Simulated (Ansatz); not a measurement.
**Energy of PbF₂ along a strain of the cell**

System: PbF₂ (Immm, 3 atoms in the cell).
Method: DFT PBE, scalar-relativistic, plane waves, PAW, no spin polarisation (Ansatz 0.2.0).

The 7 runs differ only in the geometry, by a strain of the cell at fixed fractional positions. Against run 4, the strain is εyy = −0.01 η, εyz = η and εzz = −0.01 η. The structure derives from an entry of the Crystallography Open Database.

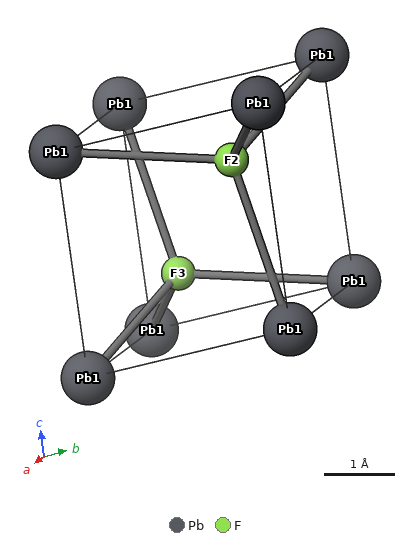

Figure 1. The structure of run 4 (ball-and-stick view of the reduced cell, seen slightly off an axis; atoms are numbered from 1 in the order of the input). An atom can appear more than once, as a periodic image.

## Input of run 4
```yaml
crystal:
  lattice:
    - [0.0, 2.992123875, 2.992123875]
    - [2.96985, 0.022273875, 2.96985]
    - [2.96985, 2.96985, 0.022273875]
  atoms:
    - { symbol: Pb, position: [0.0, 0.0, 0.0] }
    - { symbol: F, position: [0.25, 0.25, 0.25] }
    - { symbol: F, position: [0.75, 0.75, 0.75] }
basis:
  ecutwfc: 420
kpoints:
  mp_grid: { grid: [8, 8, 8] }
hamiltonian:
  xc: pbe
scf:
  occupations: { method: gaussian, width: 0.05 }
output:
  forces: true
  stress: true
  eigenvalues: true
```

Command:
```bash
ansatz run input.yaml --threads 1 --pin off --max-ram 2560MiB --backend cpu --events-out ev --progress --plain --runs-dir out
```

Run 2 differs from it as follows:
```diff
-    - [0.0, 2.992123875, 2.992123875]
-    - [2.96985, 0.022273875, 2.96985]
-    - [2.96985, 2.96985, 0.022273875]
+    - [0.0, 2.92530225, 2.92530225]
+    - [2.96985, -0.04454775, 2.96985]
+    - [2.96985, 2.96985, -0.04454775]
```

## Results, with one run withheld

| run | strain parameter η (%) | free energy per atom, from the lowest run given (meV) | pressure (GPa) | gap on the mesh (eV) |
| --- | --- | --- | --- | --- |
| 1 | −3.7502 | 6.48 | 2.55 | 4.38 |
| 2 | −2.2501 | ? | ? | ? |
| 3 | −0.3750 | 0.00 | 2.20 | 4.42 |
| 4 | 0.0000 | 0.32 | 2.22 | 4.42 |
| 5 | 0.3750 | 0.82 | 2.25 | 4.42 |
| 6 | 1.5001 | 3.59 | 2.39 | 4.40 |
| 7 | 1.8751 | 4.93 | 2.46 | 4.39 |

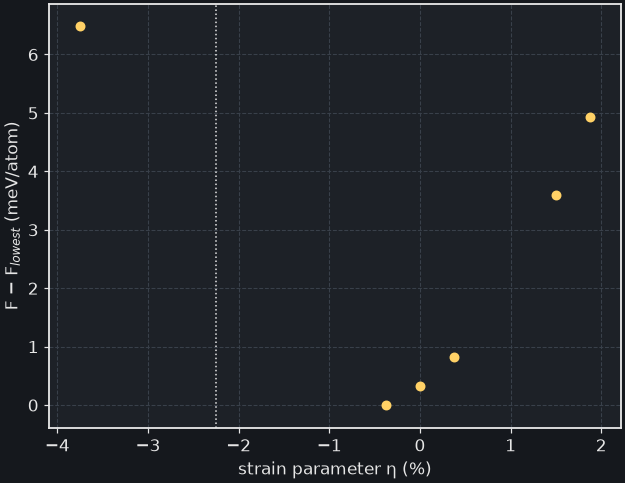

Figure 2. Free energy per atom of the runs given; the dotted line marks run 2.

Fit the runs given and predict run 2.

A cubic polynomial in the coordinate, fitted to the 6 runs given, misses them by at most 0.01 meV per atom. With x = η + 0.0625, it reads F = 0.24591 + 0.99875 x + 0.73086 x² + 0.00043698 x³ (meV per atom). At run 2 it gives 1.55 meV per atom, and the run itself gives 1.53. The fit has its minimum at η = −0.7462 %. The gap on the mesh lies between 4.38 eV (run 1) and 4.42 eV (run 3); run 2 has 4.41 eV. These are gaps of this functional on this mesh, which can miss the band edges; they aren't the measured gap.

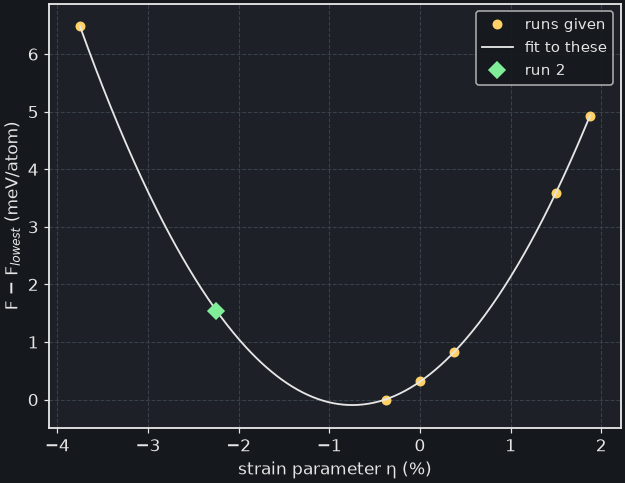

Figure 3. The fit and the withheld run.

## Output, shortened to warnings, some set-up lines, iterations and results (run 2)
```
Basis set: ecut = 420 eV, 997 PW (Γ), exchange–correlation on 60×60×60 points (8 copies of the dense FFT grid, shifted against one another)
Symmetry: 8 space group operations
k-points: 95 of 512
Initial density: superposition of atomic densities (neutral atoms: chi_scale 0, normalization atom), corrected by the library's trained network
[...]
SCF iter   1: F=—  HF=-13524.696782 eV  |F-HF|=—  |Δ(HF+E_count)|=         —  Δρ=4.78e-4  dr2=5.01e-5  ethr=1.77e-3  ⟨swp⟩=6.0  Hψ=8776  notcnv=0
SCF iter   2: F=—  HF=-13524.695915 eV  |F-HF|=—  |Δ(HF+E_count)|=   8.68e-4  Δρ=4.39e-4  dr2=4.09e-5  ethr=1.79e-7  ⟨swp⟩=3.2  Hψ=4626  notcnv=0
SCF iter   3: F=—  HF=-13524.695939 eV  |F-HF|=—  |Δ(HF+E_count)|=   2.44e-5  Δρ=2.07e-4  dr2=5.16e-6  ethr=1.46e-7  ⟨swp⟩=2.1  Hψ=2380  notcnv=0
SCF iter   4: F=—  HF=-13524.695985 eV  |F-HF|=—  |Δ(HF+E_count)|=   4.57e-5  Δρ=7.96e-5  dr2=1.61e-6  ethr=1.84e-8  ⟨swp⟩=2.0  Hψ=2880  notcnv=0
SCF iter   5: F=—  HF=-13524.695988 eV  |F-HF|=—  |Δ(HF+E_count)|=   3.59e-6  Δρ=3.72e-5  dr2=4.08e-7  ethr=5.74e-9  ⟨swp⟩=2.0  Hψ=3040  notcnv=0
SCF iter   6: F=-13524.695988 eV  HF=-13524.695988 eV  |F-HF|=1.88e-9  |Δ(HF+E_count)|=   1.64e-7  Δρ=4.93e-6  dr2=4.92e-9  ethr=3.57e-10  ⟨swp⟩=3.7  Hψ=7299  notcnv=0
SCF 1 converged in 6 iterations: F = -13524.695988 eV  dr2 = 4.92e-9
SCF converged after 6 iterations
Free energy (F): -13524.695988 eV
Harris-Foulkes:  -13524.695988 eV  (|F-HF|=1.88e-9)
Internal energy: -13524.695988 eV  (E = F + TS)
E sigma→0 (E₀):  -13524.695988 eV
Fermi energy:    7.149471 eV
--- Per-component energies (eV) ---
  E_band       = -124.870791
  E_kinetic    = 698.465146
  E_local      = -2261.231776  (includes V_loc(G=0)·N_el)
  E_nonlocal   = 496.981816
  E_hartree    = 868.879546
  E_xc         = -381.792590
  E_vxc        = -338.333509  (∫ρ·V_xc dr)
  E_paw        = -10801.715072  (= ΣΔE_a)
  E_vpaw       = -458.515551  (= ΣTr[D̂ρ^β])
  E_aug_tail   = 0.004116  (compensation charges beyond the density's cutoff)
  E_ewald      = -2144.287174
  E_smearing   = -0.000000  (= −TS)
  E_closure    = 0.000000  (closes the sum)
  Σ components = -13524.695988   (vs F -13524.695988, Δ=0.00e0)
--- Forces (eV/Å), atoms counted from 1 ---
  atom   1  Pb    -0.00000000     0.00000000     0.00000000
  atom   2  F      0.08400700    -0.00000000    -0.00000000
  atom   3  F     -0.08400700     0.00000000     0.00000000
  max |Σ_I F_I| component: 1.39e-17 eV/Å
--- Stress (GPa, compression-positive) ---
        2.287980       0.000000      -0.000000
        0.000000       2.282101       0.969825
       -0.000000       0.969825       2.282101
  P = ⅓ Tr σ = 2.2841 GPa (22.841 kbar)
```

Notes: Spin–orbit coupling is left out, which matters for Pb.
